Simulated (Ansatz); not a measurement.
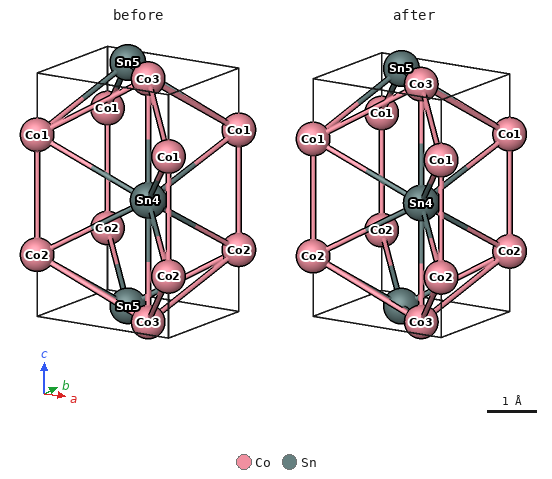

The structure of a crystal of Co₃Sn₂ (set up in P-6m2) before (left) and after (right) a relaxation, at one scale.

A ball-and-stick model of the cell of the calculation, seen slightly off an axis.

Case: relaxed functional: LDA.

Theory: Ansatz 0.2.0, DFT LDA, scalar-relativistic, plane waves, PAW. (plane-wave cutoff 420 eV; k-point mesh 12 × 12 × 8; occupations gaussian; smearing width 0.1 eV; collinear spin; cell and atoms relaxed; force threshold 0.01 eV/Å; at most 60 steps)

**What changed between the two?**

After 4 accepted moves (5 points after the start) the energy has fallen by 41.8 meV per atom. The largest force component goes from 0.033 to under 0.0001 eV/Å. The pressure goes from −10.68 to −0.05 GPa. At 1 point the geometry stayed and the basis and grid were re-selected for the new cell (energy shift of 0.9 meV per atom at most each time). The atoms keep their places relative to the cell (all moves are under 0.005 Å). Cell: a = b 4.223 → 4.113 Å (−2.6 %), c 5.067 → 4.948 Å (−2.3 %). Volume −7.4 %. Some distances before and after: Co1–Co3 2.756 → 2.686 Å, Co1–Sn5 2.756 → 2.686 Å, Co1–Sn4 2.739 → 2.669 Å, Co3–Sn5 2.438 → 2.375 Å. The space group stays P-6m2 (No. 187). The run took 20 min on 1 thread of Intel(R) Xeon(R) Processor @ 2.50GHz (Skylake/Cascade Lake), with other jobs on the host, peak memory 0.79 GiB.
